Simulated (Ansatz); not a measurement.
# Al: single-point calculation

- system: Al (slab, 16 atoms in the cell)
- method: DFT PBE, scalar-relativistic, plane waves, PAW, no spin polarisation (Ansatz 0.2.0)

The structure derives from an entry of the Crystallography Open Database. It belongs to a series of runs on one base structure; here: the slab at its places in the relaxed adsorbed structure. Figures and captions count atoms from 1; the log counts them from 0 in places.

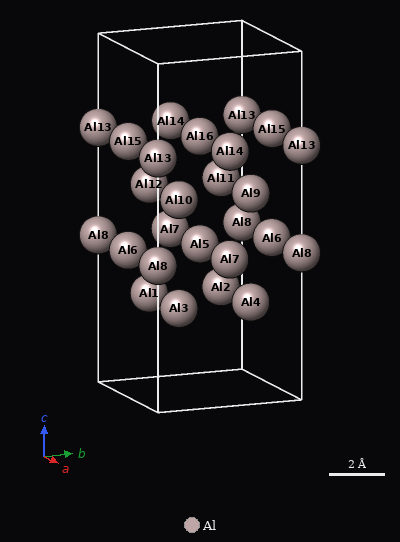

Figure 1. The input geometry (spheres-only view of the cell of the calculation, with the vacuum cut short, seen slightly off an axis; atoms are numbered from 1 in the order of the input).

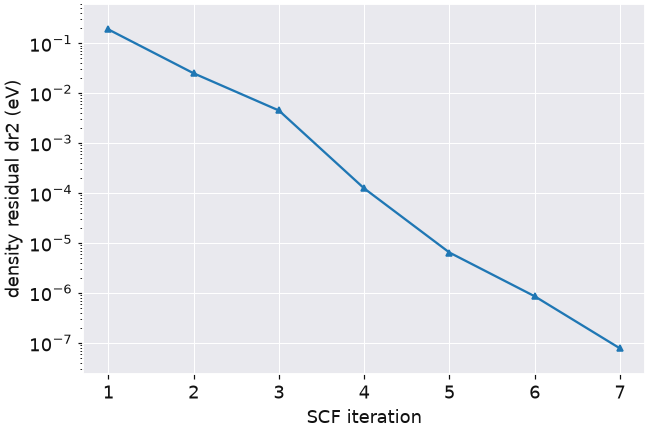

Figure 2. Convergence of the self-consistent field: density residual dr2 against the SCF iteration. The residual falls at every step.

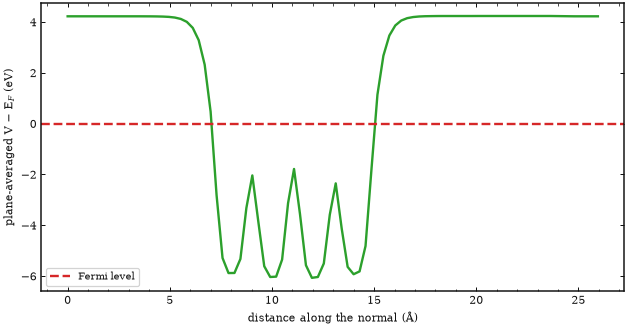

Figure 3. Plane average of the electrostatic potential energy of an electron across the cell, from the Fermi level. The vacuum level lies 4.24 eV above the Fermi level.

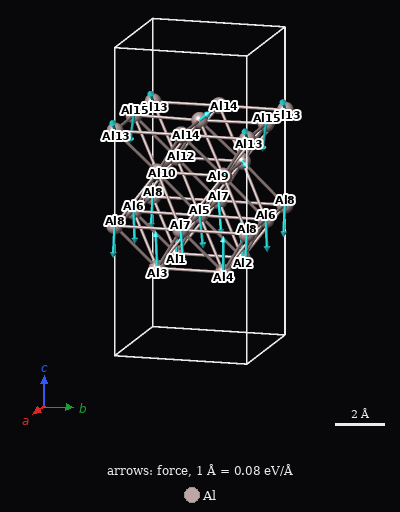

Figure 4. Forces on the atoms as teal arrows (ball-and-stick view of the cell of the calculation, with the vacuum cut short, seen slightly off an axis; atoms are numbered from 1 in the order of the input). The largest act on Al1, Al2, Al3, Al4 (0.13 eV/Å); Al5, Al15 (0.12 eV/Å); Al6, Al7, Al8 (0.11 eV/Å); Al13 (0.07 eV/Å), among others. The geometry is not a stationary point of this energy.

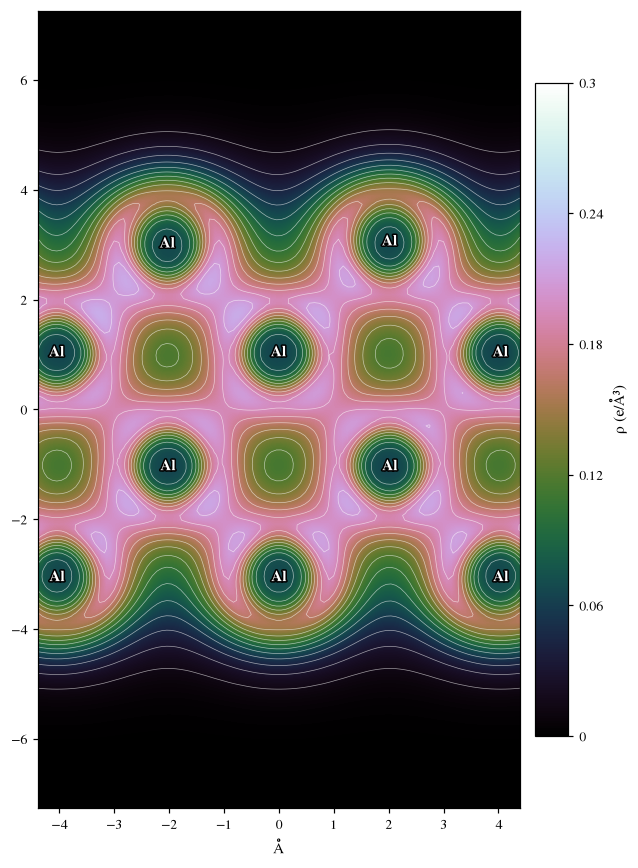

Figure 5. Valence pseudo-density on the (110) plane of the calculation cell, a cut from vacuum to vacuum. Atoms in the plane: Al. Al–Al (2.83 Å): the density is about 0.21 e/Å³ at the midpoint. Al–Al (2.86 Å): ρ is about 0.2 e/Å³ halfway. Al–Al (2.89 Å): ρ at the midpoint is about 0.19 e/Å³. The density dies away to nearly zero in the vacuum. In a PAW calculation such maps are meaningful between the atoms, not at the nuclei.

The input and output of the run follow.

**Input file**
```yaml
crystal:
  lattice:
    - [5.714302768, 0.0, 0.0]
    - [0.0, 5.714302768, 0.0]
    - [0.0, 0.0, 26.2451333555]
  atoms:
    - { symbol: Al, position: [0.25, 0.25, 0.3048184169] }
    - { symbol: Al, position: [0.25, 0.75, 0.3048184169] }
    - { symbol: Al, position: [0.75, 0.25, 0.3048184169] }
    - { symbol: Al, position: [0.75, 0.75, 0.3048184169] }
    - { symbol: Al, position: [0.5, 0.5, 0.3817969215] }
    - { symbol: Al, position: [0.5, 0.0, 0.3817969215] }
    - { symbol: Al, position: [0.0, 0.5, 0.3817969215] }
    - { symbol: Al, position: [0.0, 0.0, 0.3817969215] }
    - { symbol: Al, position: [0.7493168154, 0.7511001945, 0.4607846992] }
    - { symbol: Al, position: [0.7490257184, 0.2511725542, 0.4606525608] }
    - { symbol: Al, position: [0.2493677119, 0.7510951821, 0.4610147453] }
    - { symbol: Al, position: [0.2496744367, 0.2514369369, 0.4608571467] }
    - { symbol: Al, position: [-0.0033860868, 0.0018495468, 0.5356388105] }
    - { symbol: Al, position: [-0.0001995131, 0.5029061212, 0.5362882584] }
    - { symbol: Al, position: [0.500368107, 0.0017250878, 0.5377764374] }
    - { symbol: Al, position: [0.4987503187, 0.4989941944, 0.535936132] }
basis:
  ecutwfc: 420
kpoints:
  mp_grid: { grid: [3, 3, 1] }
hamiltonian:
  xc: pbe
scf:
  occupations: { method: gaussian, width: 0.1 }
output:
  forces: true
  eigenvalues: true
  write_density: true
  volumetric_format: npy
efield:
  axis: 3
  dipole_correction: true
  ramp_width: 0.04
```

Launched with:
```bash
ansatz run input.yaml --threads 2 --pin off --max-ram 5120MiB --backend cpu --events-out ev --progress --plain --runs-dir out
```

**Output**
```
Engine: ansatz 0.2.0, aarch64-unknown-linux-gnu
Pseudopotentials: kind: paw
Pseudopotential: Al, paw, valence charge 3, recommended cutoff 420 eV (normal), Al.paw.azcp
Functional definition: PBE
  parameter kappa = 0.804
  parameter beta = 0.06672455060314922
  exchange = pbe_x(kappa = kappa, mu = beta*pi^2/3)
  correlation = pbe_c(beta = beta)
Crystal: 16 atoms, lattice volume = 856.989 Å³
Basis set: ecut = 420 eV, 16835 PW (Γ), exchange–correlation on 80×80×360 points (8 copies of the dense FFT grid, shifted against one another)
Bands: 40, of which v1, the nominal top of the filled ones, is band 24 counted from 1 (23 counted from 0)
Symmetry: 1 space group operations
Space group: P1 (ITA 1), of the structure as read, at distance tolerance 9.5e-5 Å
k-points: 5 of 9 (time reversal used)
Non-local potential: Al, projectors of the file, l = 0: 2, l = 1: 2, l = 2: 1
PAW form: soft (Blöchl's): semilocal exchange-correlation on the pseudo side does not see the compensation charge
PAW one-centre angular grid: Al, 110 points (default); XC on 64 Gauss nodes
Initial density: superposition of atomic densities (neutral atoms: chi_scale 0, normalization atom), corrected by the library's trained network
Initial wavefunctions: pseudopotential atomic-orbital guess
Functional: x = pbe(κ = 0.804, μ = 0.2195149727645171), c = pbe(β = 0.06672455060314922)
SCF iter   1: F=—  HF=-8596.480936 eV  |F-HF|=—  |Δ(HF+E_count)|=         —  Δρ=1.71e-3  dr2=1.89e-1  ethr=1.77e-3  p=0.000 e·Å  D=7.56e-5 V/Å  ΔV_dip=-0.00 eV  dr2_dipole=2.22e-4  V_vac-E_F(+/−)=4.16/4.16 eV  ⟨swp⟩=11.0  Hψ=1222  notcnv=0
efield: sawtooth ramp at fractional position 0.9013 (placed from the atoms, in the widest stretch of the axis that holds none; the zero of the levels goes with the place), width 0.0400; the density the first Hamiltonian is built on has a dipole p = 0.000 e·Å; the dipole correction subtracts the counter field D = 7.56e-5 V/Å, which shifts the + side's vacuum level by -0.00 eV against the − side's; the planar-averaged density in the ramp window peaks in size at 9.5e-7 e/Å³
preconditioner: auto → LDOS  [metal: Δε(μ)=0.083 eV  Ē_g=6.117 eV  σ=0.100 eV  W_gap=0.38  n_scr=78 (ndim 8)  ℏωp=8.8 eV  f_vac=0.574  D(μ)=8.75/eV (n_scr^D=38)  β→1.0]
SCF iter   2: F=—  HF=-8596.461751 eV  |F-HF|=—  |Δ(HF+E_count)|=   1.92e-2  Δρ=8.41e-4  dr2=2.50e-2  ethr=3.94e-4  p=-0.002 e·Å  D=-3.92e-4 V/Å  ΔV_dip=0.01 eV  dr2_dipole=1.86e-5  V_vac-E_F(+/−)=4.24/4.23 eV  ⟨swp⟩=3.0  Hψ=362  notcnv=0  defer=4
SCF iter   3: F=—  HF=-8596.460121 eV  |F-HF|=—  |Δ(HF+E_count)|=   1.63e-3  Δρ=3.50e-4  dr2=4.50e-3  ethr=5.20e-5  p=-0.002 e·Å  D=-4.65e-4 V/Å  ΔV_dip=0.01 eV  dr2_dipole=7.00e-6  V_vac-E_F(+/−)=4.25/4.24 eV  ⟨swp⟩=2.2  Hψ=283  notcnv=0  defer=4
SCF iter   4: F=—  HF=-8596.459225 eV  |F-HF|=—  |Δ(HF+E_count)|=   8.96e-4  Δρ=6.10e-5  dr2=1.24e-4  ethr=9.36e-6  p=-0.002 e·Å  D=-4.88e-4 V/Å  ΔV_dip=0.01 eV  dr2_dipole=9.62e-7  V_vac-E_F(+/−)=4.24/4.23 eV  ⟨swp⟩=2.4  Hψ=290  notcnv=0  defer=4
SCF iter   5: F=—  HF=-8596.459228 eV  |F-HF|=—  |Δ(HF+E_count)|=   2.91e-6  Δρ=1.24e-5  dr2=6.44e-6  ethr=2.58e-7  p=-0.002 e·Å  D=-4.82e-4 V/Å  ΔV_dip=0.01 eV  dr2_dipole=3.11e-7  V_vac-E_F(+/−)=4.24/4.23 eV  ⟨swp⟩=2.2  Hψ=294  notcnv=0  defer=4
SCF iter   6: F=—  HF=-8596.460091 eV  |F-HF|=—  |Δ(HF+E_count)|=   8.63e-4  Δρ=4.56e-6  dr2=8.57e-7  ethr=1.34e-8  p=-0.002 e·Å  D=-4.81e-4 V/Å  ΔV_dip=0.01 eV  dr2_dipole=2.28e-8  V_vac-E_F(+/−)=4.24/4.22 eV  ⟨swp⟩=2.6  Hψ=368  notcnv=0  defer=4
SCF iter   7: F=-8596.460091 eV  HF=-8596.460091 eV  |F-HF|=1.74e-8  |Δ(HF+E_count)|=   1.84e-7  Δρ=1.49e-6  dr2=7.76e-8  ethr=2.08e-10  p=-0.002 e·Å  D=-4.79e-4 V/Å  ΔV_dip=0.01 eV  dr2_dipole=6.69e-9  V_vac-E_F(+/−)=4.24/4.22 eV  ⟨swp⟩=16.4  Hψ=1347  notcnv=0
SCF 1 converged in 7 iterations: F = -8596.460091 eV  dr2 = 7.76e-8
  greatest PAW one-centre occupation: 0.477 electrons in one spin orbital (limit 2), on the Al atom at site 14 (counted from 0), in its partial waves of l = 0
SCF converged after 7 iterations
Free energy (F): -8596.460091 eV
Harris-Foulkes:  -8596.460091 eV  (|F-HF|=1.74e-8)
Internal energy: -8596.411126 eV  (E = F + TS)
E sigma→0 (E₀):  -8596.435608 eV
Entropy (-TS):   -0.048966 eV (-3.060 meV/atom)
Fermi energy:    -0.425153 eV
Dipole field:    D = -0.000426 V/Å  (p = -0.002016 e·Å, saw-weighted, corrected)
Work function:   Φ+ = 4.2357 eV   Φ− = 4.2245 eV
Levels:          The Fermi level and band energies are counted from a zero that moves with the ramp; work functions are not
--- Per-component energies (eV) ---
  E_band       = -216.472467
  E_kinetic    = 343.874784
  E_local      = -13143.783553  (includes V_loc(G=0)·N_el)
  E_nonlocal   = 168.168706
  E_hartree    = 6460.557065
  E_xc         = -624.200628
  E_vxc        = -447.718770  (∫ρ·V_xc dr)
  E_paw        = -7476.748686  (= ΣΔE_a)
  E_vpaw       = -58.133270  (= ΣTr[D̂ρ^β])
  E_aug_tail   = -0.000034  (compensation charges beyond the density's cutoff)
  E_efield     = 0.000000  (sawtooth field / dipole correction)
  E_vefield    = -0.000178  (∫n·V_field dr)
  E_ewald      = 5675.721221
  E_smearing   = -0.048966  (= −TS)
  E_closure    = 0.000000  (closes the sum)
  Σ components = -8596.460091   (vs F -8596.460091, Δ=0.00e0)
--- Forces (eV/Å), atoms counted from 1 ---
  atom   1  Al     0.00223891     0.00514768     0.12587899
  atom   2  Al    -0.00676779    -0.00765631     0.12498662
  atom   3  Al    -0.00034105    -0.00512249     0.12724970
  atom   4  Al     0.00861063     0.00283531     0.12636058
  atom   5  Al    -0.01510297     0.00767922    -0.11615000
  atom   6  Al    -0.00599388     0.00273628    -0.11266429
  atom   7  Al     0.00999756     0.01185786    -0.11374904
  atom   8  Al     0.00212457    -0.00470977    -0.11039254
  atom   9  Al    -0.03166273     0.01302405    -0.00482349
  atom  10  Al    -0.01235768    -0.01859527    -0.00026100
  atom  11  Al     0.02936917     0.02794777    -0.01406426
  atom  12  Al     0.00906619    -0.03628982    -0.00680222
  atom  13  Al     0.05119566     0.00362549     0.04869069
  atom  14  Al    -0.01062018    -0.01875663    -0.00282050
  atom  15  Al    -0.03906648    -0.02475854    -0.10637226
  atom  16  Al     0.00930835     0.04103581     0.03488646
  max |Σ_I F_I| component: 4.66e-5 eV/Å
--- Band table (eV; the first three rows and the last of 5) ---
  k-point 0: bands = ["-11.0399", "-9.7275", "-7.5365", "-6.6142", "-6.5930", "-6.5849", "-6.5810", "-5.3269", "-5.3213", "-5.3032", "-5.2922", "-4.7455", "-3.1933", "-3.1917", "-3.1728", "-3.1630", "-2.8671", "-2.8671", "-2.4233", "-1.6738", "-1.6732", "-1.5440", "-1.5110", "-0.4436", "-0.4414", "-0.4215", "-0.4197", "-0.1773", "-0.1446", "0.4056", "0.4057", "0.9870", "1.8571", "1.8805", "1.8942", "1.9011", "1.9201", "1.9251", "2.9555", "3.0381"]
  k-point 1: bands = ["-10.5387", "-9.2304", "-9.0456", "-7.7493", "-7.0445", "-6.1159", "-6.1036", "-5.5795", "-4.8370", "-4.8258", "-4.6888", "-4.6763", "-4.2567", "-3.4262", "-3.4145", "-3.2335", "-2.8032", "-2.7124", "-2.6983", "-1.9862", "-1.9560", "-1.3172", "-1.3053", "-0.5611", "0.0265", "0.0377", "0.1559", "0.8905", "1.1445", "1.1637", "1.4361", "1.4516", "1.5476", "2.1636", "2.3550", "2.3704", "2.4504", "2.4685", "2.9332", "2.9658"]
  k-point 2: bands = ["-10.5387", "-9.2305", "-9.0455", "-7.7492", "-7.0445", "-6.1165", "-6.1030", "-5.5795", "-4.8369", "-4.8258", "-4.6893", "-4.6756", "-4.2568", "-3.4261", "-3.4145", "-3.2335", "-2.8031", "-2.7132", "-2.6977", "-1.9876", "-1.9546", "-1.3179", "-1.3046", "-0.5611", "0.0261", "0.0381", "0.1559", "0.8905", "1.1439", "1.1644", "1.4355", "1.4520", "1.5477", "2.1635", "2.3548", "2.3693", "2.4515", "2.4688", "2.9334", "2.9658"]
  k-point 4: bands = ["-10.0393", "-8.7350", "-8.5605", "-8.5424", "-7.2712", "-7.2468", "-7.0806", "-6.5541", "-5.8006", "-5.1040", "-5.0841", "-3.7706", "-3.6518", "-2.7918", "-2.7717", "-2.3310", "-2.3113", "-1.9460", "-1.5509", "-1.5274", "-1.4891", "-0.9603", "-0.7527", "-0.4711", "-0.1103", "-0.0876", "0.5811", "0.6023", "0.7090", "0.8256", "1.3259", "1.3530", "1.7410", "2.0141", "2.5714", "2.8667", "2.9188", "2.9251", "3.3572", "3.3794"]
```

**Key numbers**

```csv
quantity,value
outcome,converged
electrons treated,48
free energy,−8596.4601 eV
"work function, top face",4.24 eV
"work function, bottom face",4.22 eV
Fermi energy,−0.425 eV
gap on the k-point mesh,none (metallic)
work function (upper face),4.24 eV
largest force (length of the vector),0.127 eV/Å
hardware,"2 threads of Arm Neoverse V1, 24 GiB of memory available, shared host"
wall time,8.7 s (CPU time 17 s)
peak memory,0.76 GiB
```
